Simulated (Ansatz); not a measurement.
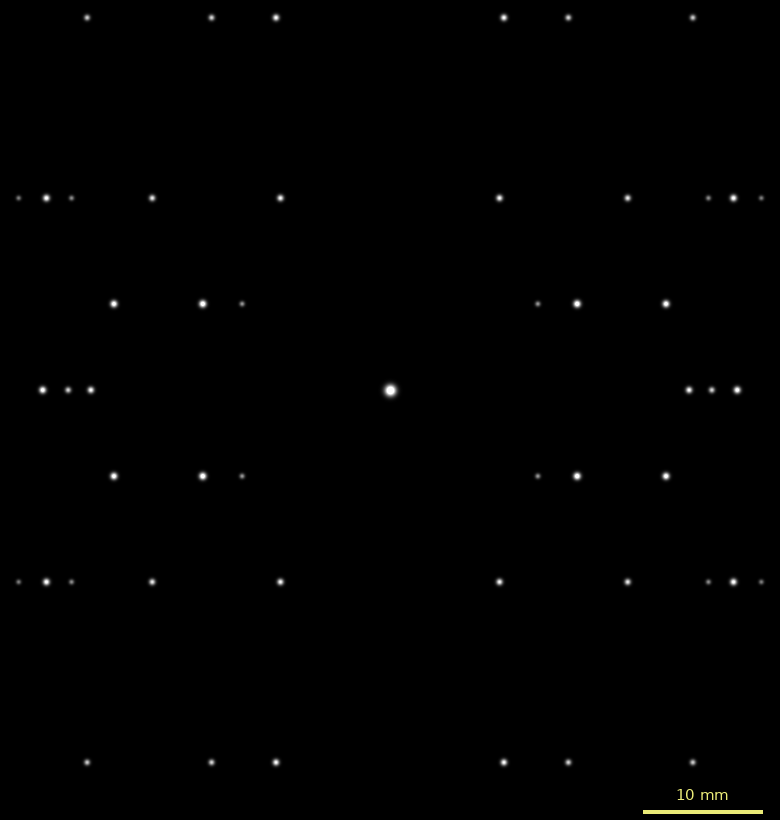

Simulated X-ray rotation photograph: Fe Kα radiation (λ = 1.9373 Å), cylindrical film of radius 28.65 mm unrolled, rotation axis vertical and normal to the beam, kinematic intensities without Lorentz or polarisation factors, the film spanning ±63° about the beam; spots down to d = 1.77 Å.

What lattice repeat along the rotation axis do the layer lines give?

The first layer line lies 7.3 mm from the equator, so tan ν = 0.254, sin ν = 0.246 and the period is λ/sin ν = 7.86 Å. Further lines follow at 16.2, 31.5 mm.

The crystal is Te, space group P3_121 (No. 152), a = 4.539 Å, c = 5.931 Å (hexagonal axes). Structure: coordinates from a relaxation at fixed volume with Ansatz, DFT r2SCAN, scalar-relativistic, plane waves, PAW.

About which axis was it rotated?

About [210] (or an equivalent direction), whose length in the conventional cell is 7.861 Å.
